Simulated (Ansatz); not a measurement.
Si

The calculation's input:

```
crystal:
  lattice:
    - [-3.32544429, 3.32544429, 1.92238566]
    - [3.32544429, -3.32544429, 1.92238566]
    - [3.32544429, 3.32544429, -1.92238566]
  atoms:
    - { symbol: Si, position: [0.17880106, 0.17880106, 0.35760212] }
    - { symbol: Si, position: [0.82119894, 0.82119894, 0.64239788] }
    - { symbol: Si, position: [0.17880106, 0.82119894, 0.0] }
    - { symbol: Si, position: [0.82119894, 0.17880106, 0.0] }
basis:
  ecutwfc: 500
kpoints:
  mp_grid: { grid: [10, 10, 10] }
hamiltonian:
  xc: r2scan
scf:
  occupations: { method: gaussian, width: 0.02 }
output:
  forces: true
  stress: true
  eigenvalues: true
  write_density: true
  write_potential: true
  elf: true
  volumetric_format: npy
relax:
  adjacent_minimum: "off"
  f_tol: 0.005
  max_steps: 80
  cell: { stress_tol: 0.05 }
```

Run with:

```sh
ansatz run input.yaml --threads 2 --pin off --max-ram 5120MiB --backend cpu --events-out ev --progress --plain --runs-dir out
```

Below, planes, directions and counts refer to the conventional cell (a = 6.65 Å, b = 6.65 Å, c = 3.84 Å, α = 90.00°, β = 90.00°, γ = 90.00°).

Space group I4/mmm; a structure from a database of computed crystals, not necessarily the ambient phase.

Theory: DFT r2SCAN, scalar-relativistic, plane waves, PAW (Ansatz).

In a PAW calculation such maps are meaningful between the atoms, not at the nuclei.

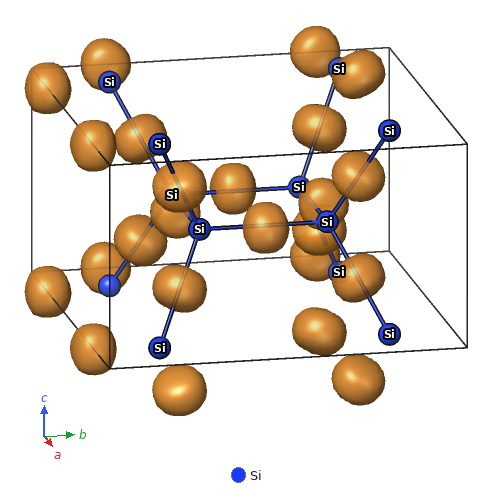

Figure 1. Isosurface of the ELF at 0.9 (orange), seen slightly off an axis. Core shells and regions of very low density are left out. Sticks mark near contacts.

Describe the localisation domains.

The surface consists of 16 regions between bonded Si–Si atoms (shared pairs), counted in one cell of 8 atoms. Regions shared between cells count once. Profiles from the grid: Si–Si (2.34 Å): the ELF peaks at about 0.95 between the atoms; localised, covalent bonding.

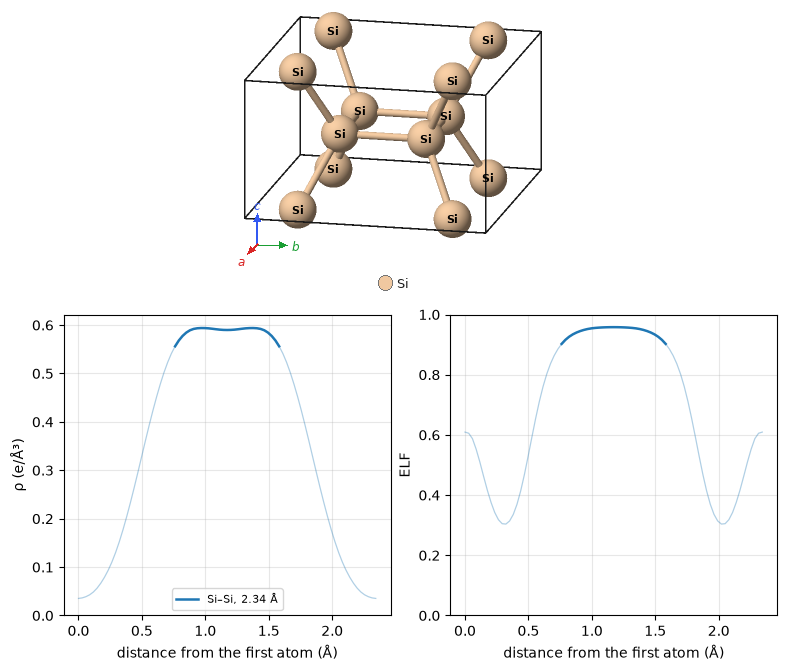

Figure 2. Valence electron density and electron localisation function along straight lines between neighbouring atoms. Thin, pale parts lie inside the atomic spheres. The structure is drawn too.

What kind of bonding do the profiles show?

Si–Si (2.34 Å): ρ is about 0.59 e/Å³ halfway; the ELF peaks at about 0.95 between the atoms (localised, covalent bonding).

Does the calculation give a band gap?

It is gapped, with a Kohn–Sham gap of 0.48 eV on the k-point mesh, an upper bound to the gap of this method.
